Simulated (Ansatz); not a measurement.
# Run report: Si₈C₃, geometry relaxation (part 4 of 6)

Si₈C₃ (interface cell, 44 atoms in the cell); DFT LDA, scalar-relativistic, plane waves, PAW, no spin polarisation (Ansatz 0.2.0); cutoff 420 eV, 7×5×2 k-mesh, Gaussian smearing of 0.05 eV. The structure derives from a Materials Project entry. It belongs to a series of runs on one base structure; here: film shifted by (0, 0) in the plane.

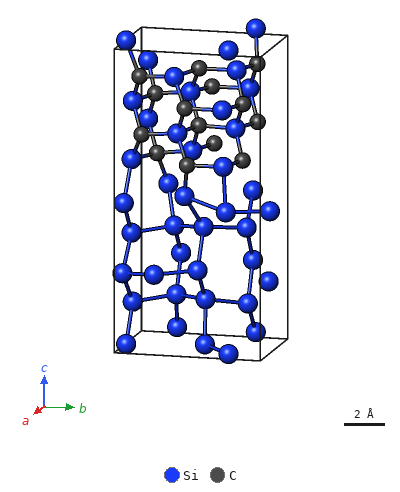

*The geometry at step 8 of the log (ball-and-stick view of the cell of the calculation, seen slightly off an axis).*

Trajectory as extended XYZ, continued
```
44
Lattice="5.4019 0.0000 0.0000 0.0000 7.6395 0.0000 0.0000 0.0000 15.7937" Properties=species:S:1:pos:R:3:forces:R:3 step=5 energy=-22385.57515 pressure_GPa=-2.02
Si   -1.5123    7.8276    0.0249    0.0237  -0.2431   0.5564
Si   -1.4201    3.9437    0.3488   -0.2355   0.1274   0.0039
Si    0.1898    1.8555    0.5033   -0.1195   0.0803  -0.1540
Si   -0.0785    5.9502    0.1797   -0.0095  -0.0685   0.0177
Si   -3.9262    9.6755    2.3940    0.0303   0.0365   0.0410
Si   -4.0405    5.8367    2.0670    0.0265  -0.0004   0.0536
Si   -2.6471    3.9518    2.3236    0.0701   0.0471   0.0112
Si   -2.6709    7.7441    2.0881    0.0384   0.0364  -0.0789
Si   -6.6590   11.5540    4.1892    0.0539   0.0503  -0.0032
Si   -6.6639    7.6843    3.9949   -0.0030  -0.0237   0.0250
Si   -5.2793    5.7848    4.0583    0.0774  -0.0132  -0.0176
Si   -5.3742    9.6231    4.2010   -0.0060   0.0218  -0.0030
Si   -9.2620   13.3394    5.9331    0.1010   0.0478   0.1233
Si   -9.3597    9.6277    6.0564   -0.0077   0.0162   0.1298
Si   -8.0782    7.7205    5.8708    0.0911   0.0466  -0.1639
Si   -7.8889   11.4458    6.1684    0.0702   0.0271  -0.0164
Si  -11.9939   15.2620    7.6120    0.0470   0.3595  -0.0121
Si  -12.0044   11.2461    8.3409    0.3645  -0.1187   0.0366
Si  -10.4724    9.3370    8.0939    0.0859  -0.3751  -0.2695
Si  -10.8173   13.3213    7.6401   -0.0084  -0.0341   0.0084
Si  -10.8890   13.3382    9.9288    0.0492   0.2886  -0.0604
Si   -8.9456   10.8342    9.8533    0.1984   0.1323   0.1045
Si  -12.9145    8.1290    9.7381    0.2643  -0.0170  -0.3229
C   -10.7496   11.5012    9.9483   -0.3542  -0.0122  -0.1880
C    -9.2416    8.9806    9.6668   -0.0829  -0.2410   0.0016
C   -12.6126    6.3503   10.0014   -0.3665  -0.1581  -0.0168
Si  -10.0703   15.9234   11.2252    0.0392   0.0044   0.1992
Si   -8.1935   13.2890   11.3311    0.0652   0.1517   0.0848
Si  -11.7184   10.7882   11.3147    0.0530  -0.0418   0.2833
C    -9.9251   14.0331   11.3679   -0.0228  -0.0875  -0.0238
C    -8.0952   11.4237   11.4379   -0.0935  -0.0607  -0.0511
C   -11.8640    8.9057   11.1969   -0.0924  -0.0229  -0.0486
Si   -8.9857   18.4258   12.9652    0.0806  -0.0955   0.0910
Si   -7.3704   15.8210   12.6821    0.0337   0.0438  -0.0312
Si  -10.8382   13.3501   12.8673   -0.0973   0.0115  -0.0270
C    -9.1108   16.5383   12.7985   -0.0783   0.0377  -0.1274
C    -7.2322   13.9688   12.8114   -0.0338  -0.1718   0.1440
C   -10.7364   11.4265   12.8874   -0.1283   0.1469  -0.2677
Si   -8.1203   21.0358   14.3433    0.0976   0.0823   0.0164
Si   -6.4000   18.2289   14.0764    0.2302  -0.0522   0.4922
Si  -10.0282   15.9054   14.3085    0.0211  -0.0257  -0.0355
C    -7.9395   19.1562   14.4783   -0.2259  -0.1371  -0.1898
C    -6.4842   16.3768   14.1820   -0.0513   0.2035  -0.4037
C    -9.9124   13.9889   14.3885   -0.1958   0.0007   0.0886
44
Lattice="5.4019 0.0000 0.0000 0.0000 7.6395 0.0000 0.0000 0.0000 15.7767" Properties=species:S:1:pos:R:3:forces:R:3 step=6 energy=-22385.88604 pressure_GPa=-2.05
Si   -1.4983    7.8185    0.0642    0.0479   0.0579   0.2158
Si   -1.5576    4.0884    0.3378   -0.3608  -0.1161  -0.2284
Si    0.1760    1.9050    0.4371    0.1553  -0.0879  -0.0025
Si   -0.0939    5.9454    0.2172    0.1068   0.2177  -0.2256
Si   -3.8902    9.7660    2.3257   -0.0686   0.0071   0.0987
Si   -4.0009    5.9099    2.0782    0.0958   0.0184   0.0495
Si   -2.6165    4.0450    2.3641    0.0287  -0.0758   0.1535
Si   -2.6313    7.8175    2.0919   -0.0309   0.0694   0.0136
Si   -6.5447   11.6536    4.1810    0.1144  -0.0176   0.0627
Si   -6.5424    7.7552    3.9554   -0.0953  -0.0191   0.0695
Si   -5.1413    5.8663    4.1120   -0.0260  -0.0284  -0.1063
Si   -5.2725    9.7119    4.1904    0.0412   0.0139  -0.0526
Si   -9.1237   13.4463    6.0128   -0.0555  -0.0018   0.0359
Si   -9.2169    9.7317    6.0382    0.0485  -0.0082   0.0861
Si   -7.9507    7.8265    5.8113    0.0401   0.0023  -0.0944
Si   -7.7267   11.5514    6.1861   -0.2375  -0.0004   0.0818
Si  -11.9034   15.3427    7.5689   -0.0547   0.1643   0.1317
Si  -11.8254   11.1651    8.3021    0.0964  -0.1552  -0.0150
Si  -10.3097    9.2802    8.0426    0.0684  -0.1278  -0.4556
Si  -10.7867   13.3401    7.6316    0.0849   0.2064  -0.1358
Si  -10.9807   13.3059    9.9084   -0.1078  -0.1201   0.1976
Si   -8.9977   10.7888    9.8750   -0.0910  -0.0778   0.0129
Si  -12.9262    8.0531    9.6723    0.0616  -0.1001  -0.2689
C   -10.8173   11.4430    9.9518   -0.1413   0.3336  -0.2596
C    -9.2480    8.9130    9.6508    0.0229   0.0845   0.1083
C   -12.7394    6.2508    9.9459    0.0750  -0.0786   0.0237
Si  -10.1247   15.8715   11.2097    0.1752  -0.0738  -0.0877
Si   -8.2625   13.2441   11.3355    0.0886   0.1553   0.0566
Si  -11.7816   10.7153   11.3205   -0.0444   0.0799   0.2867
C   -10.0068   13.9800   11.3562   -0.0456  -0.1182   0.0140
C    -8.1487   11.3749   11.4480   -0.0423  -0.0538  -0.2425
C   -11.9192    8.8303   11.1606    0.0401   0.1049   0.1382
Si   -9.0497   18.3819   12.9610   -0.0054  -0.2036   0.0375
Si   -7.4216   15.7754   12.6620   -0.0640   0.0070   0.0793
Si  -10.9222   13.2995   12.8553    0.0125   0.0371  -0.0307
C    -9.1673   16.4952   12.7599   -0.0283   0.0040   0.0064
C    -7.3096   13.9170   12.8241   -0.0532  -0.0086   0.0349
C   -10.8120   11.3789   12.8693   -0.0446  -0.0363   0.0639
Si   -8.1922   20.9915   14.3637    0.0753   0.1675  -0.0819
Si   -6.4105   18.2076   14.1636    0.0939  -0.0938   0.0392
Si  -10.0884   15.8552   14.2578   -0.0465   0.2064   0.1023
C    -8.0204   19.1074   14.4540    0.0921  -0.1374   0.0733
C    -6.5484   16.3512   14.1667    0.0287  -0.0815  -0.2147
C    -9.9846   13.9519   14.3666   -0.0504  -0.1156   0.2282
44
Lattice="5.4019 0.0000 0.0000 0.0000 7.6395 0.0000 0.0000 0.0000 15.7470" Properties=species:S:1:pos:R:3:forces:R:3 step=7 energy=-22386.02621 pressure_GPa=-1.91
Si   -1.4682    7.8391    0.1098    0.2412   0.2786  -0.0209
Si   -1.6650    4.1442    0.3202   -0.2204   0.2447  -0.0676
Si    0.2276    1.9232    0.4223    0.0750  -0.1565  -0.0929
Si   -0.1012    5.9495    0.2341    0.0533  -0.0227  -0.1370
Si   -3.8727    9.8192    2.3356   -0.1153   0.0137  -0.0305
Si   -3.9497    5.9382    2.0706   -0.0276  -0.0255  -0.0096
Si   -2.5794    4.0766    2.4207    0.0699  -0.0453   0.0014
Si   -2.6228    7.8728    2.0985   -0.0293  -0.0264   0.0904
Si   -6.4905   11.6949    4.2299   -0.0038  -0.0234  -0.0215
Si   -6.5036    7.7814    3.9297    0.0017  -0.0270  -0.0324
Si   -5.0935    5.9001    4.0921   -0.0228   0.0226  -0.0074
Si   -5.2453    9.7438    4.1886   -0.0232  -0.0228   0.0093
Si   -9.1074   13.5213    6.0237   -0.1107   0.0197  -0.0018
Si   -9.1409    9.7845    5.9911   -0.0046  -0.0165  -0.0574
Si   -7.9095    7.8764    5.7519    0.0254  -0.0779   0.0067
Si   -7.7166   11.6314    6.2179    0.0344  -0.0070   0.1426
Si  -11.8899   15.4212    7.5225   -0.1199  -0.1140   0.1735
Si  -11.7234   11.1164    8.2483    0.0354   0.0455  -0.2760
Si  -10.2131    9.2405    7.9453    0.0276   0.1134   0.0345
Si  -10.7948   13.4011    7.6101    0.0455   0.0843  -0.0513
Si  -11.0337   13.2863    9.8915   -0.0189  -0.0732   0.1130
Si   -9.0358   10.7665    9.8537   -0.3377  -0.0902   0.1756
Si  -12.9293    8.0135    9.6111   -0.0201  -0.0655   0.1628
C   -10.8626   11.4358    9.9210    0.0068  -0.1003  -0.0067
C    -9.2511    8.8863    9.6101    0.1061   0.1202   0.0567
C   -12.7923    6.1993    9.9108    0.1056   0.2480  -0.1534
Si  -10.1370   15.8397   11.1769   -0.0117  -0.0366  -0.1224
Si   -8.2895   13.2219   11.3242    0.0209  -0.0007   0.0554
Si  -11.8144   10.6884   11.3154    0.0729   0.0324   0.0374
C   -10.0422   13.9437   11.3371   -0.0177  -0.0169  -0.0390
C    -8.1793   11.3428   11.4234   -0.0479   0.0604  -0.2226
C   -11.9387    8.7995   11.1338    0.1209   0.0365   0.0654
Si   -9.0740   18.3373   12.9416    0.0208   0.0878   0.0004
Si   -7.4402   15.7464   12.6423    0.0149   0.0513   0.0327
Si  -10.9526   13.2706   12.8397    0.0858  -0.0158   0.0911
C    -9.1869   16.4651   12.7261    0.0289  -0.1055  -0.0284
C    -7.3404   13.8891   12.8166    0.0100  -0.0294  -0.0877
C   -10.8414   11.3415   12.8581    0.0230   0.0800  -0.0079
Si   -8.2121   20.9723   14.3547   -0.0823  -0.1797   0.0724
Si   -6.4008   18.1739   14.1916    0.0016   0.0139  -0.0015
Si  -10.1055   15.8379   14.2248   -0.0775   0.0269   0.1438
C    -8.0449   19.0617   14.4267   -0.0033  -0.0618  -0.0787
C    -6.5650   16.3247   14.1437    0.0492  -0.1905  -0.0125
C   -10.0069   13.9303   14.3507    0.0180  -0.0492   0.1018
44
Lattice="5.4019 0.0000 0.0000 0.0000 7.6395 0.0000 0.0000 0.0000 15.7019" Properties=species:S:1:pos:R:3:forces:R:3 step=8 energy=-22386.20328 pressure_GPa=-1.40
Si   -1.3869    7.8978    0.1749    0.3424   0.4783  -0.0111
Si   -1.8165    4.2623    0.2883   -0.1250   0.5266   0.0669
Si    0.3226    1.9469    0.3698    0.0010  -0.1745  -0.0330
Si   -0.1078    5.9483    0.2384   -0.0256  -0.1813   0.0968
Si   -3.8739    9.8688    2.3348   -0.0052  -0.0204  -0.0867
Si   -3.9157    5.9532    2.0552   -0.0736  -0.0362  -0.0230
Si   -2.5491    4.1010    2.4619    0.0552  -0.0336  -0.1701
Si   -2.6237    7.9174    2.1066   -0.0622  -0.0957   0.0229
Si   -6.4492   11.7208    4.2656   -0.1054  -0.0016  -0.0512
Si   -6.4691    7.7893    3.8964    0.0584  -0.0236  -0.0374
Si   -5.0569    5.9208    4.0672   -0.0162   0.0408   0.0687
Si   -5.2305    9.7584    4.1864   -0.0343  -0.0367   0.0355
Si   -9.1011   13.5874    6.0242   -0.0220   0.0504  -0.0553
Si   -9.0568    9.8182    5.9317   -0.0284   0.0052  -0.2466
Si   -7.8495    7.9003    5.7104   -0.0557  -0.0508   0.1149
Si   -7.6998   11.7068    6.2515    0.0867  -0.1885   0.0835
Si  -11.8866   15.4942    7.5260   -0.1162  -0.1848  -0.0861
Si  -11.5994   11.0959    8.1235    0.1711   0.4363  -0.0657
Si  -10.1240    9.2241    7.8460    0.1591   0.0357   0.5735
Si  -10.7911   13.4762    7.5865    0.0405  -0.1919   0.1454
Si  -11.0885   13.2650    9.8667    0.0870  -0.0765  -0.0503
Si   -9.1177   10.7381    9.8472   -0.4478  -0.1092   0.3465
Si  -12.9225    7.9918    9.5915   -0.1409   0.0500   0.4248
C   -10.9195   11.4165    9.8768   -0.0668  -0.3377  -0.1208
C    -9.2369    8.8661    9.5937   -0.0597   0.2781  -0.4633
C   -12.8442    6.1698    9.8559    0.2034   0.3181  -0.0961
Si  -10.1448   15.8031   11.1366   -0.0964  -0.0264   0.0800
Si   -8.3157   13.2052   11.2927   -0.0621  -0.1200   0.0112
Si  -11.8524   10.6617   11.2930    0.1109   0.0031  -0.0211
C   -10.0779   13.9050   11.3038    0.0061   0.1016  -0.0829
C    -8.2171   11.3202   11.3715    0.0469   0.1062  -0.2554
C   -11.9417    8.7701   11.1154    0.0730   0.0320  -0.0471
Si   -9.1006   18.2986   12.8961   -0.0209   0.1216   0.0502
Si   -7.4463   15.7153   12.6239    0.0386   0.0673   0.1021
Si  -10.9798   13.2382   12.8110    0.0582  -0.0600   0.1446
C    -9.1965   16.4265   12.6800    0.0708  -0.0500  -0.1112
C    -7.3713   13.8545   12.7936    0.1214   0.0639  -0.1228
C   -10.8724   11.3116   12.8255    0.0040   0.0589  -0.0508
Si   -8.2482   20.9297   14.3230   -0.2436  -0.3605  -0.0056
Si   -6.3857   18.1545   14.2170   -0.1641   0.0281  -0.0622
Si  -10.1110   15.8108   14.1780   -0.0398  -0.1135   0.1150
C    -8.0849   19.0120   14.3541    0.1492  -0.2212  -0.0823
C    -6.5645   16.2990   14.1166   -0.0203  -0.2116   0.0391
C   -10.0312   13.8987   14.3174    0.1479   0.1040  -0.0844
44
Lattice="5.4019 0.0000 0.0000 0.0000 7.6395 0.0000 0.0000 0.0000 15.6492" Properties=species:S:1:pos:R:3:forces:R:3 step=9 energy=-22386.42061 pressure_GPa=-0.63
Si   -1.2860    7.9952    0.2415    0.0605   0.0526   0.1061
Si   -1.9499    4.4030    0.2509    0.3836   0.0565   0.6370
Si    0.4126    1.9540    0.3275    0.0938   0.2042   0.0886
Si   -0.1126    5.9497    0.2506   -0.0327  -0.1217   0.1014
Si   -3.8645    9.8917    2.3232    0.0427  -0.0484  -0.0139
Si   -3.9038    5.9512    2.0475   -0.1499  -0.0454   0.0150
Si   -2.5262    4.1109    2.4603    0.0248  -0.0299  -0.2112
Si   -2.6312    7.9296    2.1057    0.0648  -0.0975  -0.0660
Si   -6.4426   11.7335    4.2761   -0.0452   0.0055  -0.0476
Si   -6.4496    7.7846    3.8707    0.0085  -0.0214  -0.0280
Si   -5.0397    5.9300    4.0582   -0.0163  -0.0145   0.1092
Si   -5.2331    9.7623    4.1680   -0.0715   0.0250  -0.0721
Si   -9.0844   13.6179    6.0151    0.0674  -0.1004  -0.0321
Si   -9.0164    9.8266    5.8576   -0.1375  -0.0699   0.0671
Si   -7.8208    7.9070    5.6814    0.0006  -0.0537   0.0599
Si   -7.6887   11.7095    6.2751    0.0305  -0.1319  -0.0554
Si  -11.8858   15.5231    7.5102    0.1225  -0.0633   0.0406
Si  -11.4663   11.1337    8.0267    0.1142   0.3960  -0.2479
Si  -10.0455    9.2048    7.8092   -0.2600   0.0120   0.0382
Si  -10.7629   13.5017    7.5795    0.0721  -0.0809   0.0193
Si  -11.1201   13.2573    9.8368    0.0942   0.0280  -0.0364
Si   -9.2060   10.7198    9.8460   -0.3200  -0.0556   0.4562
Si  -12.9293    7.9950    9.5779   -0.0195   0.0461   0.2720
C   -10.9710   11.4067    9.8278   -0.0820  -0.3887   0.0673
C    -9.2473    8.8678    9.5515    0.1284   0.1562  -0.2318
C   -12.8702    6.1712    9.8092    0.1940   0.2470  -0.0145
Si  -10.1574   15.7826   11.0925   -0.0930  -0.0426   0.2147
Si   -8.3327   13.1976   11.2489   -0.1088  -0.1319  -0.0144
Si  -11.8835   10.6471   11.2568    0.1041   0.0071   0.0436
C   -10.0994   13.8847   11.2631    0.0185   0.1571  -0.0459
C    -8.2484   11.3096   11.3135    0.0832   0.0986  -0.2805
C   -11.9486    8.7578   11.0901    0.0192   0.0344  -0.0856
Si   -9.1184   18.2717   12.8489   -0.1012   0.1273   0.0374
Si   -7.4487   15.6943   12.6003    0.0620   0.0437   0.1747
Si  -10.9961   13.2154   12.7748    0.0030  -0.0549   0.1298
C    -9.2006   16.3996   12.6275    0.0718   0.0479  -0.1737
C    -7.3894   13.8292   12.7561    0.1389   0.1066  -0.0728
C   -10.8945   11.2919   12.7844    0.0133   0.0522  -0.1302
Si   -8.2859   20.8803   14.2656   -0.5376   0.0777  -0.6489
Si   -6.3773   18.1398   14.2112   -0.2739   0.0557  -0.0153
Si  -10.1074   15.7893   14.1288   -0.0381  -0.2401  -0.0424
C    -8.1050   18.9659   14.2833    0.2399  -0.2540  -0.0039
C    -6.5586   16.2788   14.0857   -0.0463  -0.1645  -0.0484
C   -10.0430   13.8769   14.2704    0.0771   0.1738  -0.0588
44
Lattice="5.4019 0.0000 0.0000 0.0000 7.6395 0.0000 0.0000 0.0000 15.6659" Properties=species:S:1:pos:R:3:forces:R:3 step=10 energy=-22386.58550 pressure_GPa=-0.45
Si   -1.1863    8.0978    0.3143    0.2262  -0.1451  -0.1058
Si   -1.9767    4.5071    0.2748    0.1935   0.1391   0.0177
Si    0.5027    2.1143    0.2537    0.0765  -0.5183   0.3292
Si   -0.0966    5.9678    0.2712   -0.0683   0.1020  -0.0133
Si   -3.8299    9.8131    2.2978   -0.0171   0.1243   0.1167
Si   -3.9024    5.8666    2.0537   -0.0863   0.0752   0.0474
Si   -2.5068    4.0399    2.4414    0.0280  -0.0796   0.0179
Si   -2.6117    7.8448    2.0849   -0.0039  -0.0444   0.0450
Si   -6.4374   11.6967    4.2569   -0.0098  -0.0101   0.0042
Si   -6.4369    7.7339    3.8616   -0.0651   0.0294   0.0995
Si   -5.0198    5.8872    4.0828   -0.0566   0.0072   0.0390
Si   -5.2398    9.7232    4.1297    0.0395   0.0162  -0.1725
Si   -9.0285   13.5317    6.0098    0.0678   0.0613  -0.0394
Si   -9.0592    9.7239    5.8508    0.1108  -0.0637   0.0384
Si   -7.7994    7.8365    5.6912    0.0531  -0.0076   0.0125
Si   -7.6994   11.5845    6.2459   -0.0411  -0.1294  -0.0857
Si  -11.8891   15.4762    7.5468    0.0238   0.1574   0.0439
Si  -11.3943   11.2603    7.9533    0.1292  -0.1538  -0.0314
Si  -10.0905    9.2178    7.8268   -0.2671   0.1849  -0.0862
Si  -10.6635   13.5229    7.6117    0.0832  -0.0085   0.1402
Si  -11.1195   13.2672    9.8551   -0.0876   0.1612  -0.1756
Si   -9.2945   10.7228    9.9623   -0.6347  -0.4629  -0.4758
Si  -12.9297    8.0441    9.6255   -0.0138  -0.1526  -0.1350
C   -11.0255   11.4007    9.8218   -0.1106  -0.0545   0.2591
C    -9.2507    8.9139    9.5571   -0.0038   0.0333  -0.0290
C   -12.8590    6.2218    9.8161    0.0906  -0.1479   0.1768
Si  -10.1734   15.8065   11.1178    0.0339  -0.1301   0.0471
Si   -8.3471   13.2157   11.2299    0.1892   0.2411   0.0527
Si  -11.9205   10.6589   11.2856    0.0809   0.1037  -0.3605
C   -10.1033   13.9055   11.2760   -0.0734   0.0630   0.0636
C    -8.2869   11.3308   11.3054    0.4305   0.2858   0.5798
C   -11.9660    8.7805   11.1311    0.1168   0.0481   0.0575
Si   -9.1543   18.2951   12.8720    0.2525  -0.0403   0.1631
Si   -7.4533   15.7064   12.6510    0.0707   0.0389   0.0685
Si  -11.0020   13.2267   12.7914   -0.1835   0.1528   0.0781
C    -9.2048   16.4159   12.6361   -0.0141   0.1315  -0.0051
C    -7.3953   13.8386   12.7530   -0.0287   0.0334  -0.0838
C   -10.9314   11.3077   12.7919    0.1726   0.0762   0.0120
Si   -8.3479   20.8515   14.1972    0.3963   0.0092   0.2104
Si   -6.3912   18.1514   14.2410   -0.4309   0.1290  -0.1280
Si  -10.1041   15.8021   14.1476   -0.0981  -0.0341   0.0407
C    -8.1113   18.9653   14.3269   -0.0392  -0.2766  -0.3754
C    -6.5523   16.2809   14.1376   -0.1899  -0.0600  -0.2518
C   -10.0466   13.8939   14.2901   -0.3418   0.1158  -0.2066
```
